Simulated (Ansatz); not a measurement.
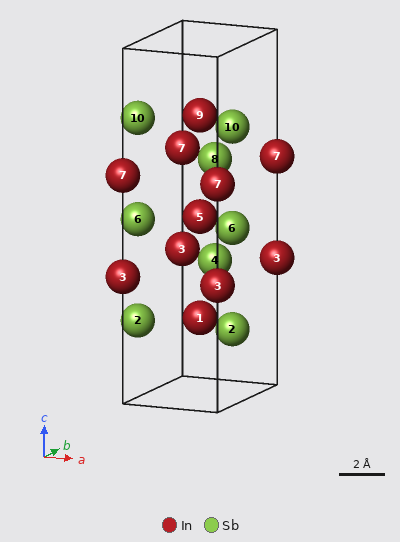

Fig. 1: The input geometry (spheres-only view of the cell of the calculation, with the vacuum cut short, seen slightly off an axis; atoms are numbered from 1 in the order of the input). An atom can appear more than once, as a periodic image.

## Single-point calculation of InSb (part 1 of 2)

The run: single-point calculation of InSb (slab, 10 atoms in the cell). Method and program: DFT r2SCAN, scalar-relativistic, plane waves, PAW, spin-polarised (Ansatz 0.2.0).

The structure derives from an entry of the Crystallography Open Database. It belongs to a series of runs on one base structure; here: spin: collinear. Figures and captions count atoms from 1; the log counts them from 0 in places.

## Input
```yaml
crystal:
  lattice:
    - [4.6351943571, 0.0, 0.0]
    - [0.0, 6.555154724, 0.0]
    - [0.0, 0.0, 24.2703887141]
  atoms:
    - { symbol: In, position: [0.5, 0.5, 0.3090185365], spin: 1.0 }
    - { symbol: Sb, position: [0.0, 0.25, 0.3090185365], spin: 1.0 }
    - { symbol: In, position: [0.0, 0.0, 0.4045092682] }
    - { symbol: Sb, position: [0.5, 0.75, 0.4045092682] }
    - { symbol: In, position: [0.5, 0.5, 0.5] }
    - { symbol: Sb, position: [0.0, 0.25, 0.5] }
    - { symbol: In, position: [0.0, 0.0, 0.5954907318] }
    - { symbol: Sb, position: [0.5, 0.75, 0.5954907318] }
    - { symbol: In, position: [0.5, 0.5, 0.6909814635], spin: 1.0 }
    - { symbol: Sb, position: [0.0, 0.25, 0.6909814635], spin: 1.0 }
basis:
  ecutwfc: 500
kpoints:
  mp_grid: { grid: [8, 6, 1] }
hamiltonian:
  xc: r2scan
scf:
  occupations: { method: gaussian, width: 0.1 }
output:
  forces: true
  stress: true
  eigenvalues: true
  populations: true
magnetization:
  spin_polarized: true
efield:
  axis: 3
  dipole_correction: true
  ramp_width: 0.04
```

Machine: 2 threads of AMD EPYC (Zen 5), 32 GiB of memory available, shared host.

Launch command:
```bash
ansatz run input.yaml --threads 2 --pin off --max-ram 5120MiB --backend cpu --events-out ev --progress --plain --runs-dir out
```

## What the program printed
```
Engine: ansatz 0.2.0, x86_64-unknown-linux-gnu
Pseudopotentials: kind: paw
Pseudopotential: In, paw, valence charge 13, recommended cutoff 500 eV (meta_gga), In.paw.azcp
Pseudopotential: Sb, paw, valence charge 15, recommended cutoff 500 eV (meta_gga), Sb.paw.azcp
Functional definition: r2SCAN
  parameter k0 = 0.174
  parameter k1 = 0.065
  parameter a1 = 4.9479
  exchange = r2scan_x(k0 = k0, k1 = k1, a1 = a1)
  correlation = r2scan_c
Crystal: 10 atoms, lattice volume = 737.442 Å³
Basis set: ecut = 500 eV, 18727 PW (Γ), exchange–correlation on 144×192×720 points (64 copies of the dense FFT grid, shifted against one another)
Bands: 87, of which v1, the nominal top of the filled ones, is band 70 counted from 1 (69 counted from 0)
Symmetry: 2 space group operations
k-points: 20 of 48 (time reversal used)
Non-local potential: In, projectors of the file, l = 0: 2, l = 1: 2, l = 2: 2, l = 3: 2
Non-local potential: Sb, projectors of the file, l = 0: 2, l = 1: 2, l = 2: 2, l = 3: 2
PAW form: soft (Blöchl's): semilocal exchange-correlation on the pseudo side does not see the compensation charge
PAW frozen core: In, regenerated for the run's functional (the file was generated under x = pbe(κ = 0.804, μ = 0.2195149727645171), c = pbe(β = 0.06672455060314922))
PAW frozen core: Sb, regenerated for the run's functional (the file was generated under x = pbe(κ = 0.804, μ = 0.2195149727645171), c = pbe(β = 0.06672455060314922))
PAW one-centre angular grid: In, 590 points (default); XC on 289 of its mesh's 2783 points in the sphere
PAW one-centre angular grid: Sb, 590 points (default); XC on 160 Gauss nodes
Initial density: superposition of atomic densities (neutral atoms: chi_scale 0, normalization atom)
Starting moments: Σ|m| = 4 μB on 4 of 10 sites
Initial wavefunctions: pseudopotential atomic-orbital guess
Functional: x = r2scan, c = r2scan; τ floored in thin density (d = 2e-4 eV/Å³)
iter 1 solved again at ethr=2.95e-3 eV; its pass at ethr=3.10e-3 eV (dr2=4.14e0 eV) is discarded
SCF iter   1: F=—  HF=-60553.976420 eV  |F-HF|=—  |Δ(HF+E_count)|=         —  Δρ=2.24e-2 (↑2.09e-2 ↓2.24e-2)  dr2=4.13e0  dr2_τ=4.19e-2  dr2_m=2.68e0  M=0.005 μB ∫|m|=0.335 μB  β_m=0.30  ethr=2.95e-3  p=0.000 e·Å  D=1.80e-14 V/Å  ΔV_dip=-0.00 eV  dr2_dipole=1.07e-11  V_vac-E_F(+/−)=5.50/5.50 eV  ⟨swp⟩=1.2  Hψ=20177  notcnv=0
efield: sawtooth ramp at fractional position 0.9800 (placed from the atoms, in the widest stretch of the axis that holds none; the zero of the levels goes with the place), width 0.0400; the density the first Hamiltonian is built on has a dipole p = 0.000 e·Å; the dipole correction subtracts the counter field D = 1.80e-14 V/Å, which shifts the + side's vacuum level by -0.00 eV against the − side's; the planar-averaged density in the ramp window peaks in size at 3.3e-8 e/Å³
preconditioner: auto → Resta (q_TF=auto, 2.068 Å⁻¹)  ε∞=1.9  [insulator: Δε(μ)=0.231 eV  Ē_g=13.571 eV  σ=0.100 eV  W_gap=0.87  n_scr=116 (ndim 8)  ℏωp=13.0 eV  f_vac=0.484  D(μ)=0.16/eV (n_scr^D=0)  ε∞_Penn≈1.9  vacuum switching on, ρ_ref=1.3e-2 e/Å³]
spin=Collinear: Resta preconditioning applied to the charge; magnetization (m = ρ↑ − ρ↓) channel mixes plain (no charge-response kernel on spin).
SCF iter   2: F=—  HF=-60553.785448 eV  |F-HF|=—  |Δ(HF+E_count)|=   1.91e-1  Δρ=1.58e-2 (↑1.46e-2 ↓1.58e-2)  dr2=1.31e0  dr2_τ=5.51e-3  dr2_m=1.33e0  M=0.041 μB ∫|m|=0.306 μB  β_m=0.30  ethr=2.95e-3  p=-0.000 e·Å  D=-3.61e-7 V/Å  ΔV_dip=0.00 eV  dr2_dipole=1.98e-11  V_vac-E_F(+/−)=5.06/5.06 eV  ⟨swp⟩=3.3  Hψ=5543  notcnv=0  defer=26  κ⁻¹=1.0e0(r=1)
SCF iter   3: F=—  HF=-60553.946700 eV  |F-HF|=—  |Δ(HF+E_count)|=   1.61e-1  Δρ=1.06e-2 (↑1.01e-2 ↓1.06e-2)  dr2=2.44e-1  dr2_τ=2.34e-3  dr2_m=6.60e-1  M=0.097 μB ∫|m|=0.265 μB  β_m=0.30  ethr=9.35e-4  p=-0.000 e·Å  D=-1.24e-6 V/Å  ΔV_dip=0.00 eV  dr2_dipole=2.88e-10  V_vac-E_F(+/−)=4.78/4.78 eV  ⟨swp⟩=3.1  Hψ=5070  notcnv=0  defer=269  κ⁻¹=1.2e-1(r=2)
SCF iter   4: F=—  HF=-60554.071430 eV  |F-HF|=—  |Δ(HF+E_count)|=   1.25e-1  Δρ=7.50e-3 (↑7.01e-3 ↓7.50e-3)  dr2=8.71e-2  dr2_τ=8.34e-4  dr2_m=3.31e-1  M=0.072 μB ∫|m|=0.209 μB  β_m=0.30  ethr=1.74e-4  p=0.000 e·Å  D=1.24e-6 V/Å  ΔV_dip=-0.00 eV  dr2_dipole=1.41e-9  V_vac-E_F(+/−)=4.67/4.67 eV  ⟨swp⟩=1.5  Hψ=3495  notcnv=0  defer=321  κ⁻¹=2.8e-2(r=3)
SCF iter   5: F=—  HF=-60554.138892 eV  |F-HF|=—  |Δ(HF+E_count)|=   6.75e-2  Δρ=5.06e-3 (↑4.91e-3 ↓5.06e-3)  dr2=6.49e-3  dr2_τ=3.19e-4  dr2_m=1.67e-1  M=0.053 μB ∫|m|=0.165 μB  β_m=0.30  ethr=6.22e-5  p=-0.000 e·Å  D=-6.54e-6 V/Å  ΔV_dip=0.00 eV  dr2_dipole=5.62e-8  V_vac-E_F(+/−)=4.58/4.58 eV  ⟨swp⟩=2.0  Hψ=4883  notcnv=0  defer=321  κ⁻¹=1.7e-3(r=4)
SCF iter   6: F=—  HF=-60554.164722 eV  |F-HF|=—  |Δ(HF+E_count)|=   2.58e-2  Δρ=3.54e-3 (↑3.50e-3 ↓3.54e-3)  dr2=1.15e-3  dr2_τ=1.35e-4  dr2_m=8.36e-2  M=0.045 μB ∫|m|=0.136 μB  β_m=0.30  ethr=4.64e-6  p=0.000 e·Å  D=4.20e-5 V/Å  ΔV_dip=-0.00 eV  dr2_dipole=1.82e-6  V_vac-E_F(+/−)=4.56/4.57 eV  ⟨swp⟩=2.7  Hψ=4983  notcnv=0  defer=328  κ⁻¹=2.7e-4(r=5)
SCF iter   7: F=—  HF=-60554.177793 eV  |F-HF|=—  |Δ(HF+E_count)|=   1.31e-2  Δρ=2.50e-3 (↑2.50e-3 ↓2.49e-3)  dr2=2.88e-4  dr2_τ=6.43e-5  dr2_m=4.20e-2  M=0.035 μB ∫|m|=0.111 μB  β_m=0.32  ethr=8.20e-7  p=-0.001 e·Å  D=-2.13e-4 V/Å  ΔV_dip=0.01 eV  dr2_dipole=4.55e-5  V_vac-E_F(+/−)=4.57/4.56 eV  ⟨swp⟩=2.4  Hψ=5137  notcnv=0  defer=328
Mixer restart at iter 7: flushing history
spin-set hold released at iteration 7 (site moments contracting): the magnetisation degrees of freedom join the quasi-Newton model from the next iteration; the mixer history was flushed
SCF iter   8: F=—  HF=-60554.184523 eV  |F-HF|=—  |Δ(HF+E_count)|=   6.73e-3  Δρ=1.71e-3 (↑1.71e-3 ↓1.71e-3)  dr2=5.34e-4  dr2_τ=2.99e-5  dr2_m=1.98e-2  M=0.028 μB ∫|m|=0.091 μB  β_m=0.35  ethr=2.06e-7  p=0.002 e·Å  D=5.84e-4 V/Å  ΔV_dip=-0.01 eV  dr2_dipole=3.43e-4  V_vac-E_F(+/−)=4.56/4.57 eV  ⟨swp⟩=2.5  Hψ=5497  notcnv=0  defer=328  κ⁻¹=1.0e0(r=1)
SCF iter   9: F=—  HF=-60554.193139 eV  |F-HF|=—  |Δ(HF+E_count)|=   8.62e-3  Δρ=4.38e-4 (↑4.38e-4 ↓4.38e-4)  dr2=2.93e-2  dr2_τ=6.43e-6  dr2_m=1.13e-3  M=0.015 μB ∫|m|=0.054 μB  β_m=0.71  ethr=2.06e-7  p=-0.019 e·Å  D=-4.70e-3 V/Å  ΔV_dip=0.11 eV  dr2_dipole=2.24e-2  V_vac-E_F(+/−)=4.62/4.51 eV  ⟨swp⟩=3.0  Hψ=6529  notcnv=0  defer=328  κ⁻¹=7.2e-2(r=2)
SCF iter  10: F=—  HF=-60554.191629 eV  |F-HF|=—  |Δ(HF+E_count)|=   1.51e-3  Δρ=5.83e-5 (↑5.81e-5 ↓5.83e-5)  dr2=9.50e-6  dr2_τ=1.72e-7  dr2_m=2.11e-5  M=0.008 μB ∫|m|=0.033 μB  β_m=0.62  ethr=2.06e-7  p=0.000 e·Å  D=1.44e-5 V/Å  ΔV_dip=-0.00 eV  dr2_dipole=2.65e-7  V_vac-E_F(+/−)=4.56/4.57 eV  ⟨swp⟩=2.4  Hψ=5930  notcnv=0  defer=328  κ⁻¹=1.4e-4(r=3)
SCF iter  11: F=—  HF=-60554.191850 eV  |F-HF|=—  |Δ(HF+E_count)|=   2.21e-4  Δρ=3.16e-5 (↑3.09e-5 ↓3.16e-5)  dr2=2.83e-6  dr2_τ=3.56e-8  dr2_m=6.10e-6  M=0.005 μB ∫|m|=0.020 μB  β_m=1.20  ethr=6.79e-9  p=-0.000 e·Å  D=-5.43e-6 V/Å  ΔV_dip=0.00 eV  dr2_dipole=1.05e-8  V_vac-E_F(+/−)=4.57/4.56 eV  ⟨swp⟩=3.0  Hψ=7100  notcnv=0  defer=384  κ⁻¹=3.5e-5(r=4)
SCF iter  12: F=—  HF=-60554.191923 eV  |F-HF|=—  |Δ(HF+E_count)|=   7.28e-5  Δρ=8.11e-6 (↑7.39e-6 ↓8.11e-6)  dr2=7.99e-7  dr2_τ=7.05e-9  dr2_m=2.95e-7  M=0.001 μB ∫|m|=0.005 μB  β_m=1.20  ethr=2.02e-9  p=0.000 e·Å  D=8.28e-7 V/Å  ΔV_dip=-0.00 eV  dr2_dipole=2.76e-9  V_vac-E_F(+/−)=4.56/4.56 eV  ⟨swp⟩=4.0  Hψ=6948  notcnv=0  defer=384  κ⁻¹=7.6e-6(r=5)
SCF iter  13: F=—  HF=-60554.191929 eV  |F-HF|=—  |Δ(HF+E_count)|=   6.37e-6  Δρ=2.36e-6 (↑2.25e-6 ↓2.36e-6)  dr2=1.88e-7  dr2_τ=7.18e-10  dr2_m=7.13e-9  M=0.000 μB ∫|m|=0.001 μB  β_m=1.20  ethr=5.70e-10  p=-0.000 e·Å  D=-1.83e-7 V/Å  ΔV_dip=0.00 eV  dr2_dipole=8.39e-11  V_vac-E_F(+/−)=4.56/4.56 eV  ⟨swp⟩=3.0  Hψ=6770  notcnv=0  defer=384  κ⁻¹=1.2e-6(r=6)
SCF iter  14: F=—  HF=-60554.191930 eV  |F-HF|=—  |Δ(HF+E_count)|=   6.78e-7  Δρ=1.38e-6 (↑1.38e-6 ↓1.36e-6)  dr2=4.88e-8  dr2_τ=2.46e-10  dr2_m=4.32e-9  M=-0.000 μB ∫|m|=0.000 μB  β_m=0.45  ethr=7.14e-11  p=-0.000 e·Å  D=-5.11e-7 V/Å  ΔV_dip=0.00 eV  dr2_dipole=4.54e-11  V_vac-E_F(+/−)=4.56/4.56 eV  ⟨swp⟩=15.2  Hψ=18839  notcnv=0  κ⁻¹=2.5e-7(r=7)
SCF iter  15: F=—  HF=-60554.191930 eV  |F-HF|=—  |Δ(HF+E_count)|=   1.69e-7  Δρ=9.40e-7 (↑8.70e-7 ↓9.40e-7)  dr2=8.67e-9  dr2_τ=4.52e-11  dr2_m=4.16e-9  M=-0.000 μB ∫|m|=0.000 μB  β_m=0.45  ethr=3.48e-11  p=-0.000 e·Å  D=-2.26e-8 V/Å  ΔV_dip=0.00 eV  dr2_dipole=8.10e-12  V_vac-E_F(+/−)=4.56/4.56 eV  ⟨swp⟩=5.2  Hψ=10836  notcnv=0  κ⁻¹=4.5e-8(r=8)
SCF iter  16: F=—  HF=-60554.191930 eV  |F-HF|=—  |Δ(HF+E_count)|=   4.63e-8  Δρ=5.39e-7 (↑5.30e-7 ↓5.39e-7)  dr2=7.69e-10  dr2_τ=9.23e-12  dr2_m=1.81e-9  M=-0.000 μB ∫|m|=0.000 μB  β_m=0.64  ethr=6.19e-12  p=-0.000 e·Å  D=-4.32e-8 V/Å  ΔV_dip=0.00 eV  dr2_dipole=1.17e-14  V_vac-E_F(+/−)=4.56/4.56 eV  ⟨swp⟩=4.9  Hψ=9951  notcnv=0  κ⁻¹=1.3e-8(r=8)
SCF iter  17: F=—  HF=-60554.191930 eV  |F-HF|=—  |Δ(HF+E_count)|=   1.94e-8  Δρ=2.53e-7 (↑2.43e-7 ↓2.53e-7)  dr2=8.00e-11  dr2_τ=1.82e-12  dr2_m=4.04e-10  M=-0.000 μB ∫|m|=0.000 μB  β_m=0.30  ethr=1.00e-12  p=-0.000 e·Å  D=-2.96e-9 V/Å  ΔV_dip=0.00 eV  dr2_dipole=6.90e-15  V_vac-E_F(+/−)=4.56/4.56 eV  ⟨swp⟩=4.2  Hψ=8021  notcnv=0  κ⁻¹=4.3e-9(r=8)
SCF iter  18: F=-60554.191930 eV  HF=-60554.191930 eV  |F-HF|=4.37e-10  |Δ(HF+E_count)|=   5.02e-9  Δρ=1.08e-7 (↑1.08e-7 ↓1.07e-7)  dr2=1.16e-11  dr2_τ=4.20e-13  dr2_m=7.66e-11  M=-0.000 μB ∫|m|=0.000 μB  ethr=1.00e-12  p=-0.000 e·Å  D=-1.73e-9 V/Å  ΔV_dip=0.00 eV  dr2_dipole=9.26e-16  V_vac-E_F(+/−)=4.56/4.56 eV  ⟨swp⟩=3.7  Hψ=7832  notcnv=0
SCF 1 converged in 18 iterations: F = -60554.191930 eV  dr2 = 1.16e-11
  greatest PAW one-centre occupation: 0.993 electrons in one spin orbital (limit 2), on the Sb atom at site 1 (counted from 0), in its partial waves of l = 2
```

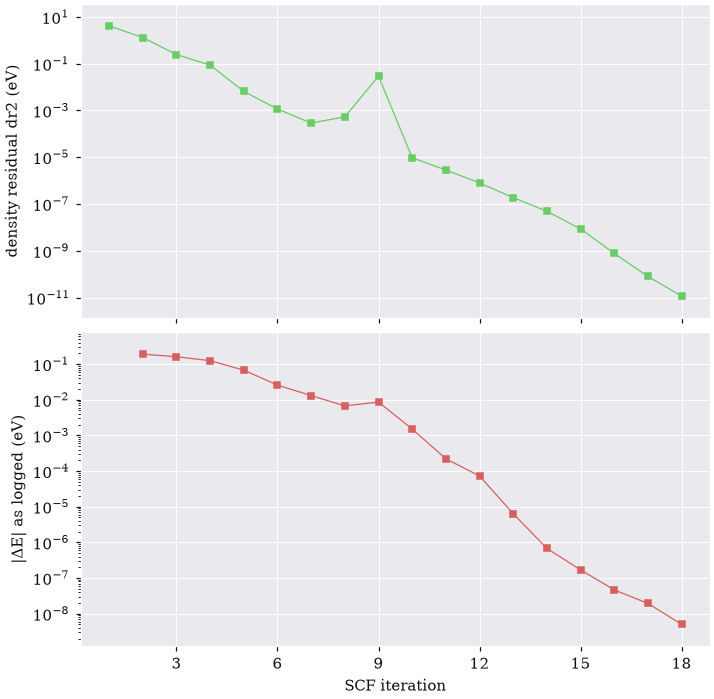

Fig. 2: Convergence of the self-consistent field: density residual dr2 and size of the energy change against the SCF iteration. The residual comes down, with one marked jump up, by a factor of about 50, at step 9.
